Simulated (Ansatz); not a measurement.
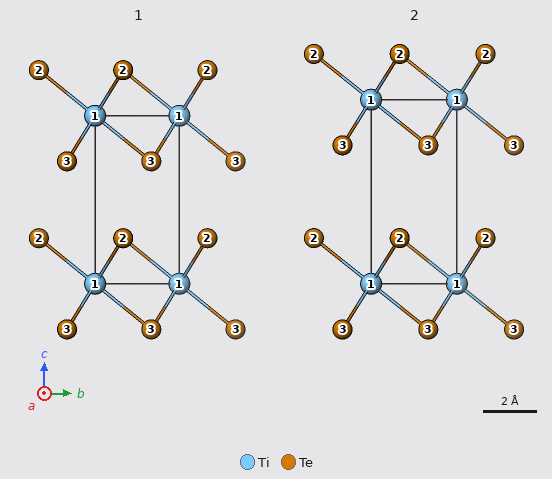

Two geometries of crystalline TiTe2 (set up in P-3m1), drawn at one scale. One is the start of a relaxation, the other its converged end. The picture is a ball-and-stick view of the cell of the calculation, seen along the a axis.

Computed with Ansatz 0.2.0, DFT PBE, scalar-relativistic, plane waves, PAW. Set-up: plane-wave cutoff 420 eV; k-point mesh 15 × 15 × 8; occupations gaussian; smearing width 0.1 eV; no spin polarisation; cell and atoms relaxed; force threshold 0.005 eV/Å; at most 50 steps.

Which geometry has the lower energy?

Structure 2 is the relaxed one. Case: relaxed again under DFT PBE, scalar-relativistic, plane waves, PAW. The largest moves relative to the cell, 0.16 Å, are those of Te2 and Te3. Te2 goes along −c. Ti stays in place. The drawn cell changes as follows: a = b 3.696 → 3.763 Å (+1.8 %), c 6.383 → 6.994 Å (+9.6 %); the volume changes by +13.6 %. Some distances before and after: Ti1–Te2 2.748 → 2.780 Å. The space group stays P-3m1 (No. 164). The energy falls by 76.1 meV per cell of the calculation in 8 accepted moves (10 points after the start). Largest force component: 0.0057 eV/Å at the start, 0.00052 eV/Å at the end. The pressure goes from 3.35 to 0.01 GPa. At 2 points the geometry stayed and the basis and grid were re-selected for the new cell (energy shift of 1.8 meV per cell of the calculation at most each time).
